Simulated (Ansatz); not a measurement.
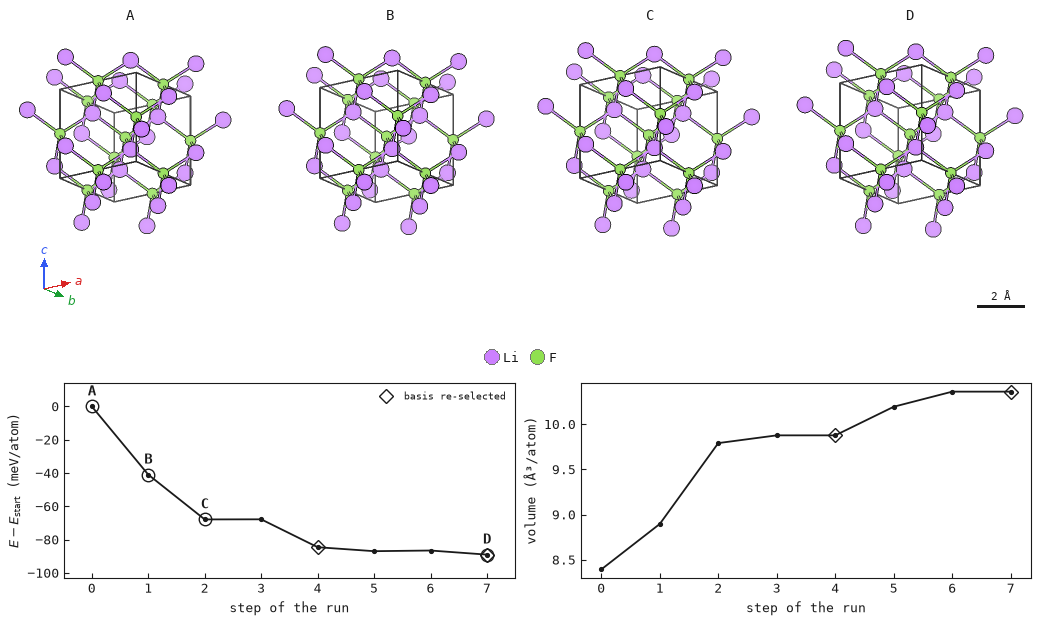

Frames of a relaxation of a crystal of LiF (a generated structure, set up in F-43m) (coarse preliminary run), marked on the history of the run. Style: ball-and-stick. Shown: the conventional cell (4 times the calculation's cell), from a free direction. Lengths and directions refer to the drawn axes.

Method: Ansatz, DFT PBE, scalar-relativistic, plane waves, PAW. Settings: plane-wave cutoff 420 eV; k-point mesh 8 × 8 × 8; occupations gaussian; smearing width 0.1 eV; no spin polarisation; cell and atoms relaxed; force threshold 0.04 eV/Å; at most 70 steps.

Question: What happens along the run?

Answer: The atoms keep their places relative to the cell (all moves are under 0.005 Å). Cell: a = b = c 4.065 → 4.360 Å (+7.3 %). Volume +23.4 %. Some distances before and after: F–Li 1.760 → 1.888 Å. The space group stays F-43m (No. 216). The energy falls by 89.0 meV per atom in 5 accepted moves (7 points after the start). All forces vanish by symmetry, so only the cell relaxes. The pressure goes from 17.18 to 0.14 GPa. The SCF was repeated twice at an unchanged geometry on a basis and grid sized afresh for the cell, which shifted the energy by 16.8 meV per atom at most. From step 0 to 1: volume +6.0 %, energy −41.0 meV per atom. From step 1 to 2: volume +10.1 %, energy −26.9 meV per atom. From step 2 to 7: volume +5.8 %, energy −21.1 meV per atom.

| step | E − E(0), meV/atom | pressure, GPa | volume, Å³/atom | note |
| --- | --- | --- | --- | --- |
| 0 | 0.00 | 17.18 | 8.394 |  |
| 1 | -40.96 | 10.38 | 8.897 |  |
| 2 | -67.85 | 0.83 | 9.791 |  |
| 3 | -67.79 | 0.02 | 9.877 |  |
| 4 | -84.54 | 2.90 | 9.877 | same geometry, new basis |
| 5 | -86.92 | 0.93 | 10.194 |  |
| 6 | -86.52 | 0.00 | 10.361 |  |
| 7 | -88.99 | 0.14 | 10.361 | same geometry, new basis |
